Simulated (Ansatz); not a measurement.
# Mg3Se4: what the fields show

The calculation's input:

```
crystal:
  lattice:
    - [4.514911543, -5.4466095411, 0.0]
    - [4.514911543, 5.4466095411, 0.0]
    - [0.0, 0.0, 3.1457619887]
  atoms:
    - { symbol: Mg, position: [0.5, 0.0, 0.5] }
    - { symbol: Mg, position: [0.0, 0.5, 0.5] }
    - { symbol: Mg, position: [0.0, 0.0, 0.0] }
    - { symbol: Se, position: [0.2410168588, 0.2410168588, 0.5] }
    - { symbol: Se, position: [0.7589831412, 0.7589831412, 0.5] }
    - { symbol: Se, position: [0.7465029067, 0.2534970933, 0.0] }
    - { symbol: Se, position: [0.2534970933, 0.7465029067, 0.0] }
basis:
  ecutwfc: 420
kpoints:
  mp_grid: { grid: [6, 6, 10] }
hamiltonian:
  xc: pbe
scf:
  occupations: { method: gaussian, width: 0.1 }
output:
  forces: true
  stress: true
  eigenvalues: true
  write_density: true
  write_potential: true
  elf: true
  volumetric_format: npy
relax:
  adjacent_minimum: "off"
  f_tol: 0.01
  max_steps: 80
  cell: { stress_tol: 0.05 }
```

Launched as:

```sh
ansatz run input.yaml --threads 1 --pin off --max-ram 2560MiB --backend cpu --events-out ev --progress --plain --runs-dir out
```

Below, planes, directions and counts refer to the conventional cell (a = 8.77 Å, b = 11.05 Å, c = 3.26 Å, α = 90.00°, β = 90.00°, γ = 90.00°).

The fields are those of the run's last geometry, not of the input's.

Space group Cmmm; a generated structure, not necessarily the stable one.

Computed with Ansatz, DFT PBE, scalar-relativistic, plane waves, PAW.

In a PAW calculation such maps are meaningful between the atoms, not at the nuclei.

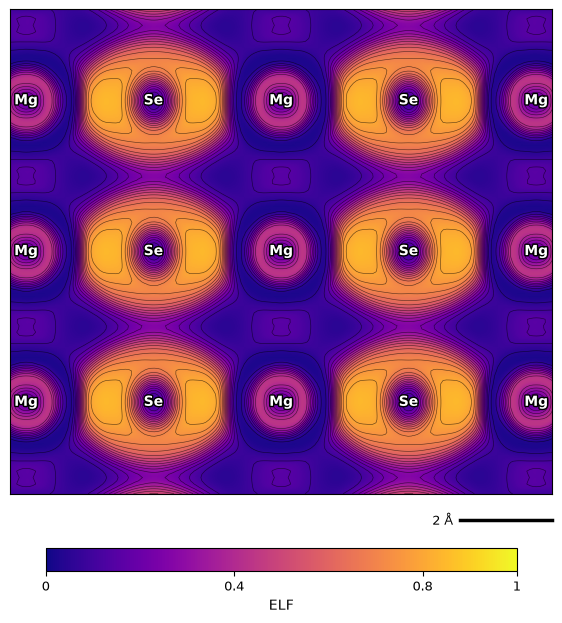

Figure 1. Electron localisation function on the (100) plane of the conventional cell.

What does the map show?

The section cuts through Mg and Se sites. Mg–Se (2.76 Å): the ELF is about 0.80 at the midpoint.

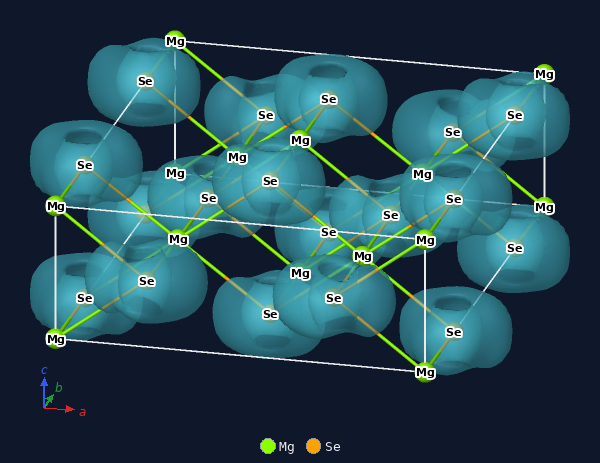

Figure 2. Isosurface of the electron localisation function at 0.75 (cyan), seen at an oblique angle. Only the valence region is drawn (cores and ρ < 0.01 e/Å³ removed). Sticks mark near contacts.

What do the ELF domains correspond to?

At this value the surface marks out eight regions wrapped around Se (the valence shell of each), counted in one cell of 14 atoms. Regions shared between cells count once. Along the contacts the grid gives the following. Mg–Se (2.72 Å): the ELF is about 0.75 at the midpoint.

Does the calculation make it a metal, or give it a gap?

It is gapless in this calculation (a metal or semimetal).
